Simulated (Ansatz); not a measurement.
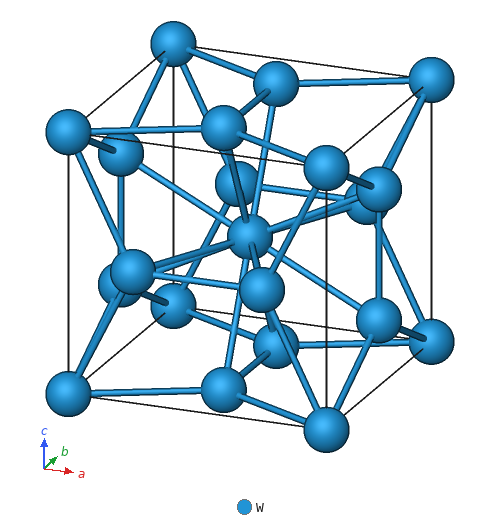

W, space group Pm-3n (No. 223), a = 5.040 Å, b = 5.040 Å, c = 5.040 Å, α = 90.00°, β = 90.00°, γ = 90.00°

| site | Wyckoff | x | y | z |
| --- | --- | --- | --- | --- |
| W1 | 6c | 0.2500 | 0.0000 | 0.5000 |
| W2 | 2a | 0.0000 | 0.0000 | 0.0000 |

Origin: the end point of a relaxation with DFT PBE+D3(BJ), scalar-relativistic, plane waves, PAW in Ansatz.

Q: Compute the Voronoi cell of each site (no radii): faces and volume.

A:
```
site  faces above 1 % of the sphere  volume (Å³)  solid angle by neighbour (%)
  W1                             14        16.13                         W 100
  W2                             12        15.63                         W 100
```

Weighted by multiplicity the volumes add up to the cell volume, 128.1 Å³.

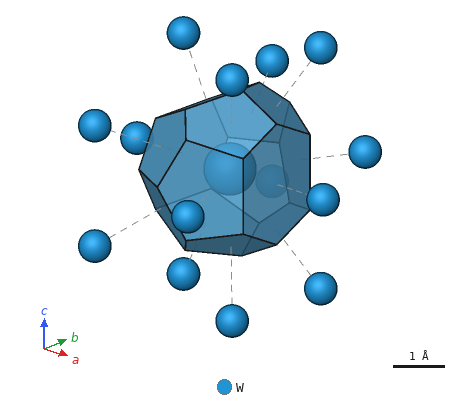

The computed Voronoi cell of W1, with the neighbours that bound it.
